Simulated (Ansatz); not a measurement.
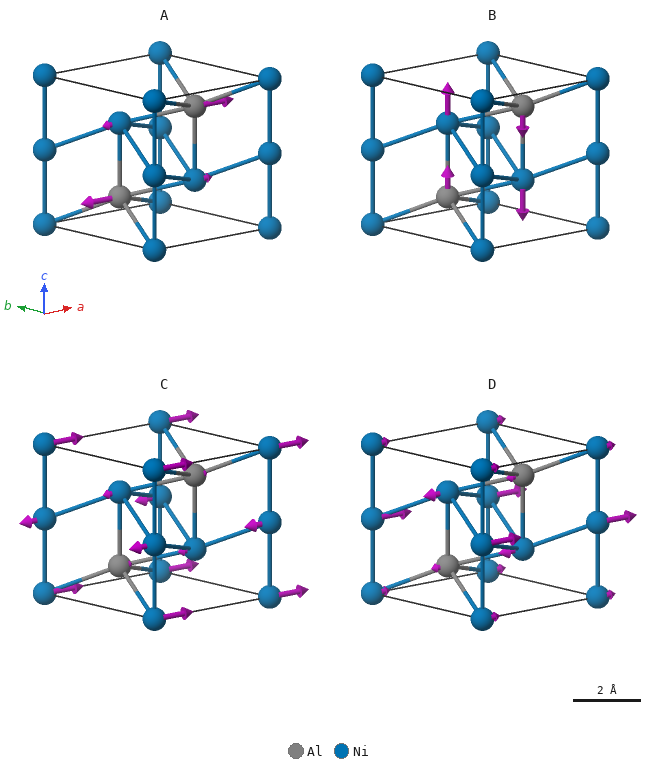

Four optical modes of solid AlNi₂ at the zone centre, in no order (one member of each degenerate set). The purple arrows give the relative displacements of the atoms. Style: ball-and-stick. Shown: the cell of the calculation, from a free direction.

Level of theory: Ansatz, DFT LDA, scalar-relativistic, plane waves, PAW. (plane-wave cutoff 420 eV; k-point mesh 12 × 12 × 8; occupations fermi dirac; smearing width 0.15 eV; no spin polarisation)

The frequencies depend somewhat on the k-mesh and the smearing.

**Rank the modes by frequency, softest first.**

B (131 cm⁻¹), C (167 cm⁻¹), D (243 cm⁻¹), A (362 cm⁻¹). B, A₁g: The Ni (1b) and Ni (1a) atoms stay at rest; all motion is along c; atoms of one kind move against one another, with no net shift of any sublattice; the kinetic energy is shared as Ni 81 %, Al 19 %. C, E_u: The Ni (1a) and Al sublattices move against the Ni (1b) and Ni (2d) sublattices, along a; the kinetic energy is shared as Ni 99 %, Al 1 %. D, E_u: The Ni (1b) and Ni (1a) sublattices move against the Ni (2d) and Al sublattices, along a; the kinetic energy is shared as Ni 96 %, Al 4 %. A, E_g: The Ni (1b) and Ni (1a) atoms stay at rest; all motion is along a; atoms of one kind move against one another, with no net shift of any sublattice; the kinetic energy is shared as Al 84 %, Ni 16 %. The crystal is metallic in this run.

Limits of the set-up: an element that often carries a moment was run without spin polarisation.
